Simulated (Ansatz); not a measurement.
## Br: geometry relaxation

Br (P6₃/mmc, 2 atoms in the cell), computed with DFT, PBE, all-electron LAPW, scalar-relativistic, no spin polarisation (Ansatz 0.2.0).

It belongs to a series of runs on one base structure; here: hcp relaxed under pressure, LAPW.

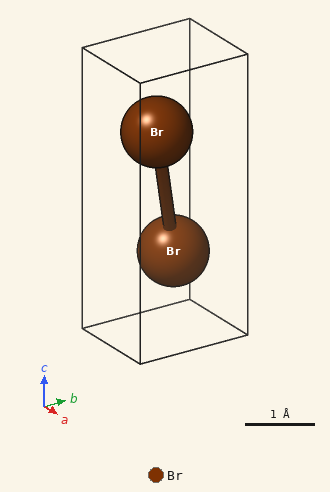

Figure 1. The structure as given in the input (ball-and-stick view of the cell of the calculation, seen slightly off an axis). An atom can appear more than once, as a periodic image. Near neighbours in the periodic cell (some may lie outside the picture): Br has 12 Br at 2.44 to 2.52 Å.

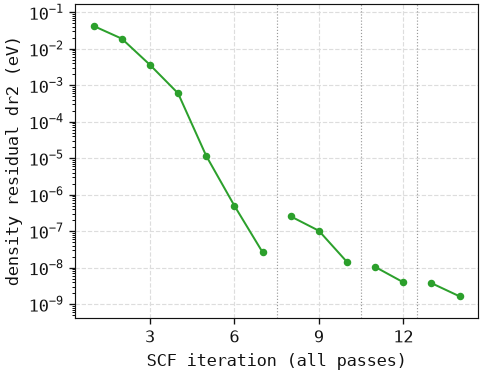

Figure 2. Convergence of the self-consistent field: density residual dr2 against the SCF iteration. The dotted lines part the SCF passes of the relaxation: geometry steps, rejected trials and re-solves on a re-selected basis. The passes take 7, 3, 2 and 2 iterations.

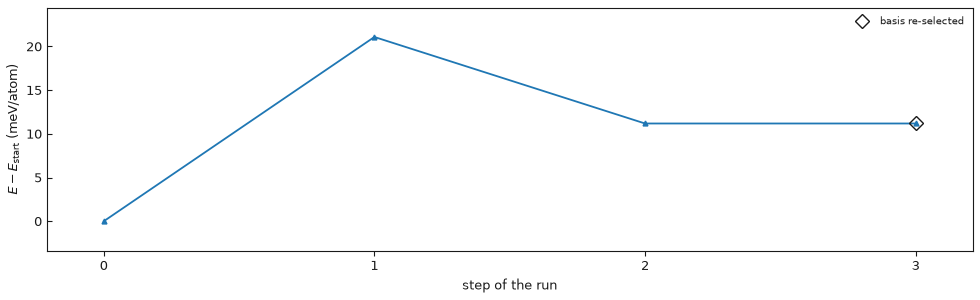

Figure 3. Progress of the relaxation, step by step (the first geometry is step 0 here and step 1 in the log). The atoms keep their places relative to the cell (all moves are under 0.005 Å). The volume changes by −0.1 %, with a = b stay at 2.438 Å, c 4.187 → 4.185 Å (0.0 %). The space group stays P6_3/mmc (No. 194). The energy rises by 11.2 meV per atom in 2 geometry steps. All forces vanish by symmetry, so only the cell relaxes. Pressure: 229.45 GPa at the start and 230.00 GPa at the end. A last SCF at the same geometry on a re-selected plane-wave basis shifts the energy by next to nothing (0.0 meV per atom). (Atoms are counted from 1 in the order of the input.)

These pictures come from the run below.

### Input
```yaml
crystal:
  lattice:
    - [2.4380737498, 0.0, 0.0]
    - [-1.2190368749, 2.1114338036, 0.0]
    - [0.0, 0.0, 4.1868162858]
  atoms:
    - { symbol: Br, position: [0.3333333333, 0.6666666667, 0.25] }
    - { symbol: Br, position: [0.6666666667, 0.3333333333, 0.75] }
kpoints:
  mp_grid: { grid: [18, 18, 10] }
scf:
  occupations: { method: fermi_dirac, width: 0.05 }
hamiltonian:
  xc: pbe
  pseudopotentials: { kind: all_electron, lapw: { basis_error: 0.0005 } }
output:
  forces: true
  stress: true
  eigenvalues: true
relax:
  f_tol: 0.005
  max_steps: 12
  cell: { p_target: 230.0, stress_tol: 0.115 }
```

Run as:
```bash
ansatz run input.yaml --threads 1 --pin off --max-ram 3584MiB --backend cpu --events-out ev --progress --plain --runs-dir out
```

### Log
```
The last accepted step is kept in [file] (removed where the run ends without a failure and the disk answers)
LAPW: plane waves up to 9.513 Å⁻¹, error target 5.0e-4 eV per atom; small_component_spin mean_spin; Br in spheres of 1.182 Å, 25 of its electrons in bands, Dirac shells [] (how accurate: hamiltonian.pseudopotentials.lapw.basis_error, Limitations)
Engine: ansatz 0.2.0, x86_64-unknown-linux-gnu
Pseudopotentials: kind: all_electron
Pseudopotential: Br, LAPW, valence charge 25, lapw/all_electron/scalar/gaussian/Br, Koelling and Harmon's equation, gaussian nucleus
Functional definition: PBE
  parameter kappa = 0.804
  parameter beta = 0.06672455060314922
  exchange = pbe_x(kappa = kappa, mu = beta*pi^2/3)
  correlation = pbe_c(beta = beta)
Crystal: 2 atoms, lattice volume = 21.553 Å³
Basis set: ecut = 344.77902541936703 eV, 325 PW (Γ), exchange–correlation at level 2
Bands: 30, of which v1, the nominal top of the filled ones, is band 25 counted from 1 (24 counted from 0)
Symmetry: 24 space group operations
Space group: P63/mmc (ITA 194), of the structure as read, at distance tolerance 2.8e-5 Å
k-points: 222 of 3240
Non-local potential: Br, projectors of the file, none
Initial density: superposition of atomic densities (chi_scale 0.1, normalization cell)
Initial wavefunctions: plane waves of lowest kinetic energy (no species holds an atomic orbital)
Functional: x = pbe(κ = 0.804, μ = 0.2195149727645171), c = pbe(β = 0.06672455060314922)
iter 1 solved again at ethr=8.41e-5 eV; its pass at ethr=1.00e-1 eV (dr2=4.21e-2 eV) is discarded
SCF iter   1: F=—  HF=-141839.209460 eV  |F-HF|=—  |Δ(HF+E_count)|=         —  Δρ=1.80e-2  dr2=4.21e-2  ethr=8.41e-5  ⟨swp⟩=3.0  Hψ=43985  notcnv=0
preconditioner: auto → Kerker (q_TF=auto, 3.139 Å⁻¹)  [metal: Δε(μ)=0.023 eV  Ē_g=18.283 eV  σ=0.050 eV  W_gap=0.12  n_scr=10 (ndim 8)  ℏωp=29.9 eV  f_vac=0.000  D(μ)=0.90/eV (n_scr^D=2)]
SCF iter   2: F=—  HF=-141839.196343 eV  |F-HF|=—  |Δ(HF+E_count)|=   1.31e-2  Δρ=1.15e-2  dr2=1.89e-2  ethr=8.41e-5  ⟨swp⟩=2.0  Hψ=19321  notcnv=0
SCF iter   3: F=—  HF=-141839.195120 eV  |F-HF|=—  |Δ(HF+E_count)|=   1.22e-3  Δρ=4.59e-3  dr2=3.62e-3  ethr=3.78e-5  ⟨swp⟩=2.0  Hψ=19404  notcnv=0
SCF iter   4: F=—  HF=-141839.194988 eV  |F-HF|=—  |Δ(HF+E_count)|=         —  Δρ=1.75e-3  dr2=5.98e-4  ethr=7.24e-6  ⟨swp⟩=2.0  Hψ=19362  notcnv=0
the basis was enlarged: its passes take 83.3 KiB over the memory plan, 1 of 1 planned eigensolver slots
iter 5 solved again at ethr=2.32e-8 eV; its pass at ethr=1.20e-6 eV (dr2=1.16e-5 eV) is discarded
SCF iter   5: F=—  HF=-141839.195079 eV  |F-HF|=—  |Δ(HF+E_count)|=   9.15e-5  Δρ=3.44e-4  dr2=1.15e-5  ethr=2.32e-8  ⟨swp⟩=2.0  Hψ=32947  notcnv=0
SCF iter   6: F=—  HF=-141839.195084 eV  |F-HF|=—  |Δ(HF+E_count)|=   4.25e-6  Δρ=6.24e-5  dr2=4.95e-7  ethr=2.31e-8  ⟨swp⟩=2.0  Hψ=19319  notcnv=0
SCF iter   7: F=-141839.195084 eV  HF=-141839.195084 eV  |F-HF|=3.55e-9  |Δ(HF+E_count)|=   4.83e-8  Δρ=1.42e-5  dr2=2.63e-8  ethr=9.91e-10  ⟨swp⟩=2.1  Hψ=19360  notcnv=0
SCF 1 converged in 7 iterations: F = -141839.195084 eV  dr2 = 2.63e-8
relax step   1: F+E_penalty+E_count = -141839.19508361 eV  Δ(F+E_penalty+E_count) = +0.000e0 eV  max|allowed force component| = 1.850e-17 eV/Å  Δτ_max = 0.0000 Å  P = +229.445 GPa  Ω = 21.553 Å³  (7 SCF iters, accepted)
Crystal: 2 atoms, lattice volume = 21.524 Å³
Basis set: ecut = 345.0927433196253 eV, 325 PW (Γ), exchange–correlation at level 2
Initial density: handed on by an earlier stage of this run
Initial wavefunctions: those handed on with the density
iter 1 solved again at ethr=1.25e-9 eV; its pass at ethr=1.00e-1 eV (dr2=6.24e-7 eV) is discarded
SCF iter   1: F=—  HF=-141839.152909 eV  |F-HF|=—  |Δ(HF+E_count)|=         —  Δρ=4.16e-5  dr2=2.53e-7  ethr=1.25e-9  ⟨swp⟩=5.3  Hψ=38072  notcnv=0
preconditioner: auto → Kerker (q_TF=auto, 3.140 Å⁻¹)  [metal: Δε(μ)=0.033 eV  Ē_g=18.275 eV  σ=0.050 eV  W_gap=0.16  n_scr=10 (ndim 8)  ℏωp=29.9 eV  f_vac=0.000  D(μ)=0.86/eV (n_scr^D=2)]
SCF iter   2: F=—  HF=-141839.152908 eV  |F-HF|=—  |Δ(HF+E_count)|=   3.57e-7  Δρ=2.57e-5  dr2=1.02e-7  ethr=5.06e-10  ⟨swp⟩=2.0  Hψ=19319  notcnv=0
SCF iter   3: F=-141839.152908 eV  HF=-141839.152908 eV  |F-HF|=5.36e-9  |Δ(HF+E_count)|=   2.01e-8  Δρ=8.81e-6  dr2=1.42e-8  ethr=2.05e-10  ⟨swp⟩=2.1  Hψ=19339  notcnv=0
SCF 2 converged in 3 iterations: F = -141839.152908 eV  dr2 = 1.42e-8
relax step   2: F+E_penalty+E_count = -141839.15290829 eV  Δ(F+E_penalty+E_count) = +4.218e-2 eV  max|allowed force component| = 2.035e-16 eV/Å  Δτ_max = 0.0000 Å  P = +230.495 GPa  Ω = 21.524 Å³  (3 SCF iters, accepted)
Crystal: 2 atoms, lattice volume = 21.537 Å³
Basis set: ecut = 344.945543170724 eV, 325 PW (Γ), exchange–correlation at level 2
iter 1 solved again at ethr=1.04e-10 eV; its pass at ethr=1.00e-1 eV (dr2=5.21e-8 eV) is discarded
SCF iter   1: F=—  HF=-141839.172710 eV  |F-HF|=—  |Δ(HF+E_count)|=         —  Δρ=1.04e-5  dr2=1.04e-8  ethr=1.04e-10  ⟨swp⟩=5.7  Hψ=39253  notcnv=0
preconditioner: auto → Kerker (q_TF=auto, 3.139 Å⁻¹)  [metal: Δε(μ)=0.033 eV  Ē_g=18.269 eV  σ=0.050 eV  W_gap=0.16  n_scr=10 (ndim 8)  ℏωp=29.9 eV  f_vac=0.000  D(μ)=0.87/eV (n_scr^D=2)]
SCF iter   2: F=-141839.172710 eV  HF=-141839.172710 eV  |F-HF|=4.95e-10  |Δ(HF+E_count)|=   1.02e-7  Δρ=6.19e-6  dr2=3.94e-9  ethr=2.08e-11  ⟨swp⟩=2.8  Hψ=19690  notcnv=0
SCF 3 converged in 2 iterations: F = -141839.172710 eV  dr2 = 3.94e-9
relax step   3: F+E_penalty+E_count = -141839.17270973 eV  Δ(F+E_penalty+E_count) = -1.980e-2 eV  max|allowed force component| = 3.701e-17 eV/Å  Δτ_max = 0.0000 Å  P = +230.002 GPa  Ω = 21.537 Å³  (2 SCF iters, accepted)
iter 1 solved again at ethr=7.48e-12 eV; its pass at ethr=1.00e-1 eV (dr2=3.74e-9 eV) is discarded
SCF iter   1: F=—  HF=-141839.172710 eV  |F-HF|=—  |Δ(HF+E_count)|=         —  Δρ=6.13e-6  dr2=3.73e-9  ethr=7.48e-12  ⟨swp⟩=3.0  Hψ=31916  notcnv=0  reapply=1
SCF iter   2: F=-141839.172710 eV  HF=-141839.172710 eV  |F-HF|=2.62e-10  |Δ(HF+E_count)|=   9.87e-8  Δρ=3.86e-6  dr2=1.62e-9  ethr=7.46e-12  ⟨swp⟩=3.0  Hψ=20228  notcnv=0
SCF 4 converged in 2 iterations: F = -141839.172710 eV  dr2 = 1.62e-9
relax step   4: F+E_penalty+E_count = -141839.17270985 eV  Δ(F+E_penalty+E_count) = -1.222e-7 eV  max|allowed force component| = 3.701e-17 eV/Å  Δτ_max = 0.0000 Å  P = +230.002 GPa  Ω = 21.537 Å³  stress off target by 9.38e-3 GPa  SCF on the basis re-selected at this cell (its energy is not comparable with the rows above)  (2 SCF iters)
basis re-selected at this cell: Δ(F+E_penalty+E_count) = -1.222e-7 eV, ΔP = +0.000 GPa vs the last step (what re-selecting the basis moved, after the strain that the cell walked since its last selection, with what the two solves' SCF thresholds leave and, on support functions, any second-order correction that the steps lacked; it is no measure of the basis error at this ecutwfc). This SCF's stress stands 9.38e-3 GPa from its target on what of the cell is left free (relax.cell.stress_tol is 1.15e-1 GPa) and its largest allowed force component is 3.70e-17 eV/Å (relax.f_tol is 5.00e-3 eV/Å): within both
SCF converged after 2 iterations
Free energy (F): -141839.172710 eV
Harris-Foulkes:  -141839.172710 eV  (|F-HF|=2.62e-10)
Internal energy: -141839.165495 eV  (E = F + TS)
E sigma→0 (E₀):  -141839.169102 eV
Entropy (-TS):   -0.007215 eV (-3.608 meV/atom)
Fermi energy:    27.856040 eV
--- Per-component energies (eV) ---
  E_band       = -2992.561084
  E_kinetic    = 145494.284919
  E_xc         = -5038.573623
  E_electrostatic = -282294.876791  (all electrons and nuclei)
  E_smearing   = -0.007215  (= −TS)
  E_closure    = 0.000000  (closes the sum)
  E_atoms      = -141847.055838  (free atoms, spherical and without spin; not in F)
  Σ components = -141839.172710   (vs F -141839.172710, Δ=0.00e0)
  Basis errors (estimates in eV, not in F): energy 1.5e-4 per atom: plane waves 1.4e-4 (7.0e-5 summed), levels above the bands 1.6e-107, relativity 3.7e-8, radial functions 9.4e-6, core shells 2.9e-11; eigenvalues (radial functions only) 7.0e-7; not estimated: angular momenta, meshes, grids; target (lapw.basis_error) 5.0e-4; muffin-tin radii Br 1.182 Å
--- Forces (eV/Å), atoms counted from 1 ---
  atom   1  Br    -0.00000000     0.00000000     0.00000000
  atom   2  Br    -0.00000000    -0.00000000    -0.00000000
  max |Σ_I F_I| component: 3.70e-17 eV/Å
--- Stress (GPa, compression-positive) ---
      230.007444      -0.000000      -0.000000
        0.000000     230.007444      -0.000000
       -0.000000      -0.000000     229.990620
  P = ⅓ Tr σ = 230.0018 GPa (2300.018 kbar)
--- Band table (eV; the first three rows and the last of 222) ---
  k-point 0: bands = ["-206.7410", "-206.7408", "-142.1878", "-142.1878", "-142.1875", "-142.1875", "-142.1251", "-142.1232", "-35.5487", "-35.5487", "-35.5465", "-35.5465", "-35.4930", "-35.4816", "-35.4782", "-35.4782", "-35.4520", "-35.4520", "1.8103", "8.0653", "13.0792", "30.4523", "30.4523", "31.2657", "32.7290", "32.7290", "38.5653", "38.8526", "40.8325", "40.8325"]
  k-point 1: bands = ["-206.7410", "-206.7408", "-142.1878", "-142.1878", "-142.1875", "-142.1875", "-142.1250", "-142.1232", "-35.5487", "-35.5487", "-35.5467", "-35.5467", "-35.4927", "-35.4819", "-35.4775", "-35.4775", "-35.4525", "-35.4525", "1.8919", "7.6308", "13.6732", "30.3735", "30.5068", "30.5068", "32.6823", "32.6823", "38.9125", "39.1307", "40.6645", "40.6645"]
  k-point 2: bands = ["-206.7410", "-206.7408", "-142.1878", "-142.1878", "-142.1875", "-142.1875", "-142.1249", "-142.1234", "-35.5488", "-35.5488", "-35.5470", "-35.5470", "-35.4918", "-35.4827", "-35.4753", "-35.4753", "-35.4542", "-35.4542", "2.1362", "6.6919", "15.0894", "28.3745", "30.6667", "30.6667", "32.5395", "32.5395", "39.0896", "40.0710", "40.3415", "40.3415"]
  k-point 221: bands = ["-206.7406", "-206.7406", "-142.1894", "-142.1894", "-142.1894", "-142.1894", "-142.1239", "-142.1239", "-35.5172", "-35.5172", "-35.5169", "-35.5169", "-35.4934", "-35.4934", "-35.4820", "-35.4820", "-35.4399", "-35.4399", "11.9733", "11.9733", "16.0408", "16.0408", "17.4563", "17.4563", "27.8692", "27.8692", "35.8059", "35.8059", "36.6197", "36.6197"]
--- Relaxed structure (3 steps of the walk, 3 accepted, 1 SCFs on fresh bases) ---
  F+E_penalty+E_count = -141839.17270985 eV   max|allowed force component| = 3.701e-17 eV/Å   (the final SCF, on the basis selected at the relaxed cell)
  cell:  # Å, volume = 21.5374 Å³
    - [2.437603393389612, 0.0, 0.0]
    - [-1.218801696694806, 2.1110264630265565, 0.0]
    - [0.0, 0.0, 4.185399708968714]
  atoms:
    - { symbol: Br, position: [0.3333333333333333, 0.6666666666666666, 0.25000000000000006] }
    - { symbol: Br, position: [0.6666666666666665, 0.3333333333333333, 0.7500000000000001] }
```

### Trajectory as extended XYZ (Å, eV, eV/Å), 4 frames, from step=1 to step=4
```
2
Lattice="2.4381 0.0000 0.0000 -1.2190 2.1114 0.0000 0.0000 0.0000 4.1868" Properties=species:S:1:pos:R:3:forces:R:3 step=1 energy=-141839.19508 pressure_GPa=229.45
Br    0.0000    1.4076    1.0467    0.0000   0.0000   0.0000
Br    1.2190    0.7038    3.1401    0.0000   0.0000   0.0000
2
Lattice="2.4372 0.0000 0.0000 -1.2186 2.1106 0.0000 0.0000 0.0000 4.1843" Properties=species:S:1:pos:R:3:forces:R:3 step=2 energy=-141839.15291 pressure_GPa=230.49
Br    0.0000    1.4071    1.0461    0.0000   0.0000   0.0000
Br    1.2186    0.7035    3.1382    0.0000   0.0000   0.0000
2
Lattice="2.4376 0.0000 0.0000 -1.2188 2.1110 0.0000 0.0000 0.0000 4.1854" Properties=species:S:1:pos:R:3:forces:R:3 step=3 energy=-141839.17271 pressure_GPa=230.00
Br    0.0000    1.4074    1.0463    0.0000   0.0000   0.0000
Br    1.2188    0.7037    3.1391    0.0000   0.0000   0.0000
2
Lattice="2.4376 0.0000 0.0000 -1.2188 2.1110 0.0000 0.0000 0.0000 4.1854" Properties=species:S:1:pos:R:3:forces:R:3 step=4 energy=-141839.17271 pressure_GPa=230.00
Br    0.0000    1.4074    1.0463    0.0000   0.0000   0.0000
Br    1.2188    0.7037    3.1391    0.0000   0.0000   0.0000
```

### Key numbers

| quantity | value |
| --- | --- |
| outcome | converged |
| space group (tolerance 0.01 Å) | P6₃/mmc (194) |
| electrons in bands (core shells apart) | 50 |
| free energy | −141839.1727 eV |
| Fermi energy | 27.856 eV |
| pressure | 230.00 GPa |
| final volume | 21.54 Å³ |
| largest force (length of the vector) at the end | under 0.001 eV/Å |
| final cell | a = 2.438 Å, b = 2.438 Å, c = 4.185 Å, α = 90.00°, β = 90.00°, γ = 120.00° |
| hardware | 1 thread of AMD EPYC (Zen 5), 32 GiB of memory available, shared host |
| wall time | 38 s |
| peak memory | 0.75 GiB |

### Notes

The cell was relaxed to the target pressure of the input; what is minimised is then the enthalpy E + pV.
